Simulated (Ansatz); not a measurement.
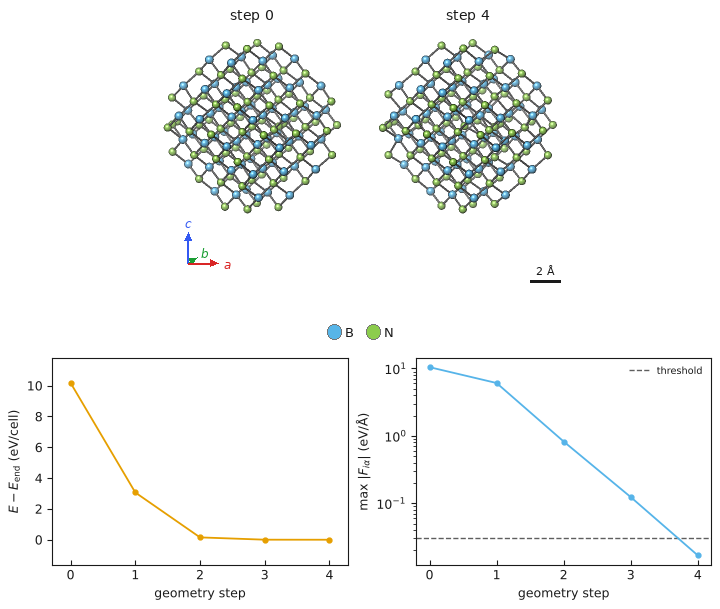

First and last geometry of a relaxation of a defect cell of composition B32N33 (cell charge −3), with the history of the run. The picture is a ball-and-stick view of the atoms within 5.8 Å of the atom that moves most (axes of the cell of the calculation (origin shifted)), seen slightly off an axis.

The atoms of the start lie slightly off their symmetric places, so part of the fall in energy undoes that.

Computed with Ansatz 0.2.0, DFT, PBEsol, PAW, plane waves. (plane-wave cutoff 420 eV; k-point mesh 1 × 1 × 1; mesh shifted by (0.25, 0.25, 0.25); no spin polarisation; atoms relaxed in a fixed cell; force threshold 0.03 eV/Å; at most 80 steps)

Question: Did the run converge, and what did it change?

Answer: It converged. An N atom moves most: 0.24 Å roughly along −a. By element the largest moves are N 0.24 Å, B 0.13 Å. The cell stays as it was. Among the contacts that change: B–N 1.502 → 1.688 Å, B–N 1.560 → 1.735 Å, B–N 1.523 → 1.688 Å, B–N 1.589 → 1.734 Å. Among the angles between lasting bonds that change: B–N–B 109.8° → 87.9°, B–N–B 108.9° → 87.9°, B–N–B 106.6° → 87.9°. The energy falls by 10.182 eV per cell of the calculation in 4 geometry steps. The largest force component goes from 10 to 0.017 eV/Å. The run took 17 s on 7 threads of Arm Neoverse-V2, peak memory 0.87 GiB.

Limits of the set-up: the periodic images lie only 7.2 Å apart, so the values are limited by the cell's size; the cell is charged, on a uniform background, and energies carry no finite-size correction.
